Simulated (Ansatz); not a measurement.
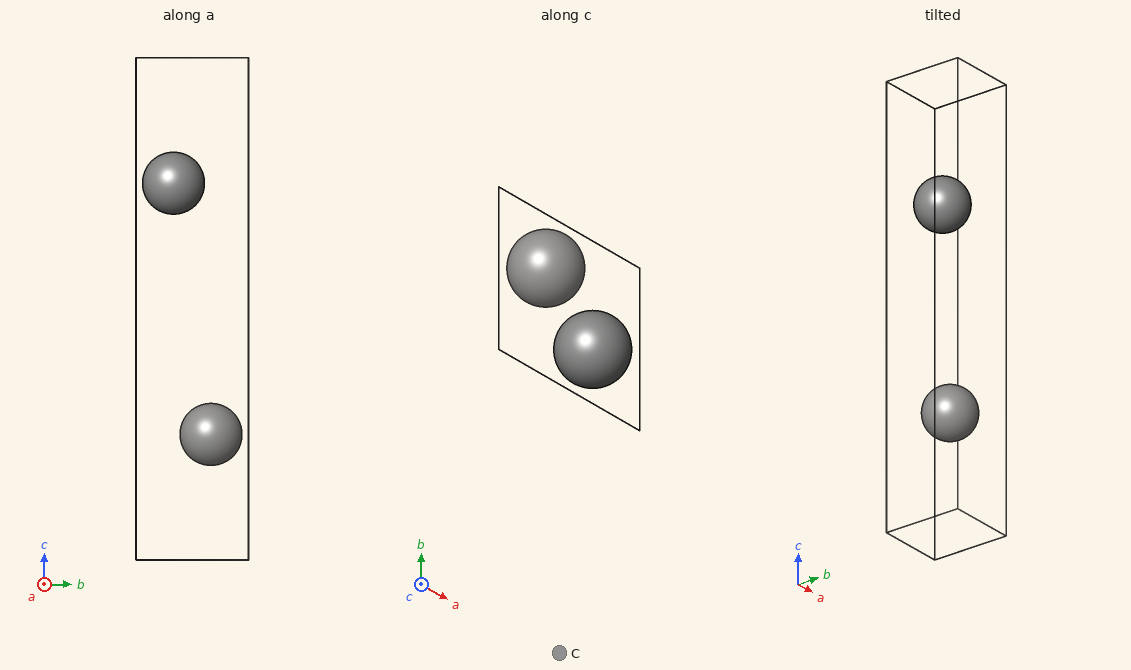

We look at a ball-and-stick model of the crystal along the a axis, along the c axis and slightly off an axis. The wireframe shows the conventional unit cell.

The cell is given by a = 1.71 Å, b = 1.71 Å, c = 6.62 Å, α = 90.00°, β = 90.00°, γ = 120.00°.

The bonds drawn are C–C up to 1.76 Å (cut-off distances).

How many atoms does the cell contain?

Answer. 2 (carbon), counting shared atoms by their share.

Give the space group.

Answer. P6_3/mmc (No. 194), with C on 2c.

Provenance: a textbook structure type filled with this element (whether it is the usual form wasn't checked). A relaxation with Ansatz 0.2.0, DFT r2SCAN, scalar-relativistic, plane waves, PAW gave the geometry drawn.
